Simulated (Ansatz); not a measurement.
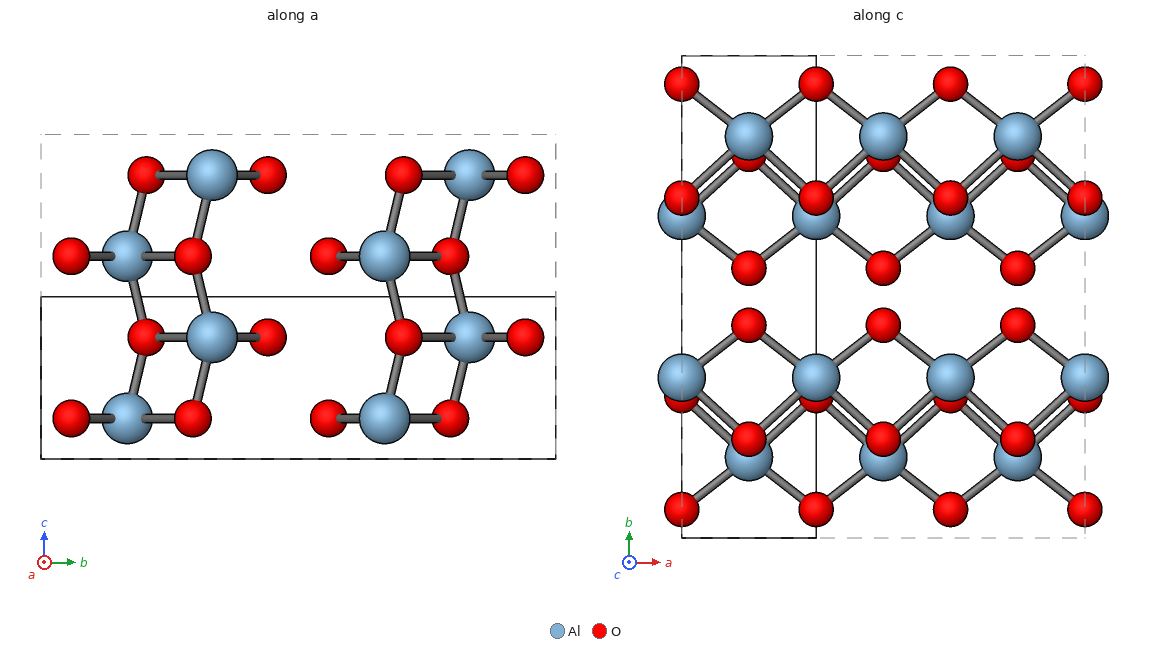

Drawn in the ball-and-stick manner and seen along the a axis and along the c axis. The picture spans 3×1×2 cells, one conventional unit cell being drawn with solid lines.

AlO2, space group Cmcm (No. 63), a = 2.96 Å, b = 10.61 Å, c = 3.34 Å, α = 90.00°, β = 90.00°, γ = 90.00°.

All computed values are from DFT PBE+D3(BJ), scalar-relativistic, plane waves, PAW (Ansatz 0.2.0). Settings: plane waves up to 420 eV, k-points about 0.14 Å⁻¹ apart, Gaussian smearing of 0.15 eV, collinear spins. The state is ferromagnetic, in a cell of 6 atoms.

### What is the band gap, if any?

A metal: bands cross the Fermi level.

### Which way would the volume go on relaxing?

The computed pressure is 23.9 GPa (compressed: it would expand). The stress isn't hydrostatic: its largest component is 50.7 GPa.

The starting point was a structure listed in the Materials Project. The cell was then strained or its atoms displaced on purpose. It was run through Ansatz as a DFT input.

At this level of theory the cell isn't at rest (compressed, at 24 GPa and forces up to 1.3 eV/Å), so its distances can differ from those at equilibrium, the more so the softer the solid, and its magnetic state may change on relaxation.
